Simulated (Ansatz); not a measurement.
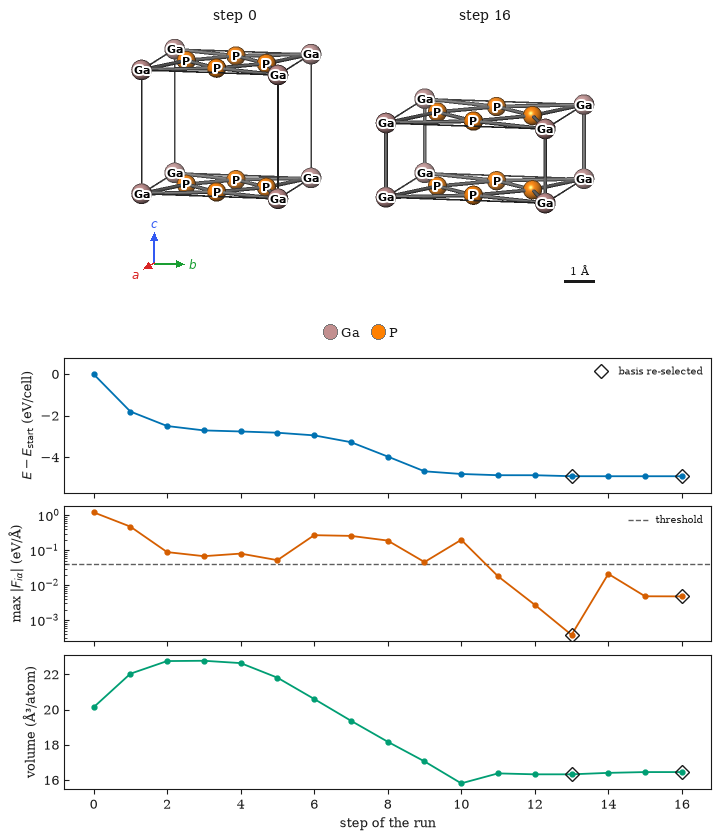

First and last geometry of a relaxation of crystalline GaP4 (a generated structure, set up in P4/mmm) (coarse preliminary run), with the history of the run. Style: ball-and-stick. Shown: the cell of the calculation, slightly off an axis.

Computed with Ansatz 0.2.0, DFT PBE, scalar-relativistic, plane waves, PAW.

Input
```yaml
crystal:
  lattice:
    - [4.83206109, 0.0, 0.0]
    - [0.0, 4.83206109, 0.0]
    - [0.0, 0.0, 4.31125883]
  atoms:
    - { symbol: Ga, position: [0.0, 0.0, 0.0] }
    - { symbol: P, position: [0.79355096, 0.5, 0.0] }
    - { symbol: P, position: [0.20644904, 0.5, 0.0] }
    - { symbol: P, position: [0.5, 0.79355096, 0.0] }
    - { symbol: P, position: [0.5, 0.20644904, 0.0] }
basis:
  ecutwfc: 420
kpoints:
  mp_grid: { grid: [4, 4, 4] }
hamiltonian:
  xc: pbe
scf:
  occupations: { method: gaussian, width: 0.1 }
  lower_state_search: "off"
output:
  forces: true
  stress: true
  eigenvalues: true
relax:
  adjacent_minimum: "off"
  f_tol: 0.04
  max_steps: 70
  cell: { stress_tol: 0.4 }
```

Command:
```bash
ansatz run input.yaml --threads 1 --pin off --max-ram 2560MiB --backend cpu --events-out ev --progress --plain --runs-dir out
```

Read the history and describe the run.

Answer. It converged. After 14 accepted moves (16 points after the start) the energy has fallen by 4.907 eV per cell of the calculation. Largest force component: 1.2 eV/Å at the start, 0.0048 eV/Å at the end. Pressure: 27.04 GPa at the start and 0.02 GPa at the end. The SCF was repeated twice at an unchanged geometry on a basis and grid sized afresh for the cell, which shifted the energy by 46.5 meV per cell of the calculation at most. The largest moves relative to the cell, 0.027 Å, are those of P2, P3, P4 and P5. P2 goes along +a. Ga stays in place. The volume changes by −18.3 %, with a = b 4.832 → 5.643 Å (+16.8 %), c 4.311 → 2.583 Å (−40.1 %). Some distances before and after: P2–P2 4.311 → 2.583 Å, Ga1–Ga1 4.311 → 2.583 Å, P2–P3 2.837 → 3.367 Å, Ga1–P2 2.614 → 3.043 Å. The space group stays P4/mmm (No. 123). The run took 2 min on 1 thread of Intel(R) Xeon(R) Processor @ 2.50GHz (Skylake/Cascade Lake), on a shared host, peak memory 0.4 GiB.

| step | E − E(0), meV/atom | largest force component, eV/Å | pressure, GPa | volume, Å³/atom | note |
| --- | --- | --- | --- | --- | --- |
| 0 | 0.00 | 1.2133 | 27.04 | 20.133 |  |
| 1 | -359.58 | 0.4735 | 11.49 | 22.040 |  |
| 2 | -498.97 | 0.0884 | 4.72 | 22.760 |  |
| 3 | -541.10 | 0.0676 | 1.62 | 22.777 |  |
| 4 | -551.29 | 0.0801 | -0.22 | 22.644 |  |
| 5 | -563.35 | 0.0520 | -1.67 | 21.817 |  |
| 6 | -588.81 | 0.2693 | -2.08 | 20.607 |  |
| 7 | -654.18 | 0.2571 | -3.15 | 19.370 |  |
| 8 | -792.32 | 0.1889 | -3.91 | 18.178 |  |
| 9 | -934.07 | 0.0459 | -2.85 | 17.060 |  |
| 10 | -959.74 | 0.1982 | 2.58 | 15.814 |  |
| 11 | -971.58 | 0.0180 | -0.33 | 16.379 |  |
| 12 | -971.75 | 0.0027 | -0.04 | 16.326 |  |
| 13 | -981.05 | 0.0004 | 0.71 | 16.326 | same geometry, new basis |
| 14 | -981.35 | 0.0211 | 0.26 | 16.409 |  |
| 15 | -981.42 | 0.0048 | 0.02 | 16.454 |  |
| 16 | -981.44 | 0.0048 | 0.02 | 16.454 | same geometry, new basis |

Limits of the set-up: layers or molecules are held without a dispersion correction, so their spacing is unreliable.
